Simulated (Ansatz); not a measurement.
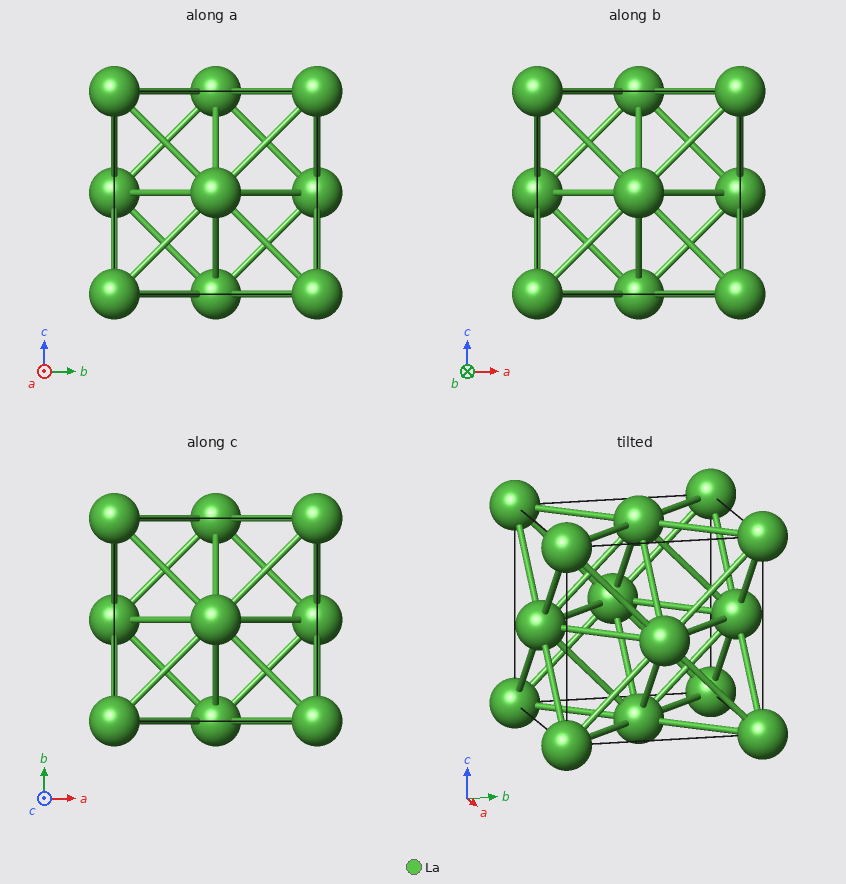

We look at a ball-and-stick model of the crystal along the a axis, along the b axis, along the c axis and slightly off an axis. The parallelepiped is the conventional unit cell.

Lattice parameters: a = 5.142 Å, b = 5.142 Å, c = 5.142 Å, α = 90.00°, β = 90.00°, γ = 90.00°.

Question: Convert the drawing into a table of Wyckoff sites.

Answer: Space group Fm-3m (No. 225).
```csv
atom,site,x,y,z
La,4a,0.0000,0.0000,0.0000
```

The structure was taken from a structure type filled with this element by a generator (whether the element takes this form wasn't checked). Earlier steps of the study may have refined or changed the cell and positions. It was run through Ansatz as a DFT input.
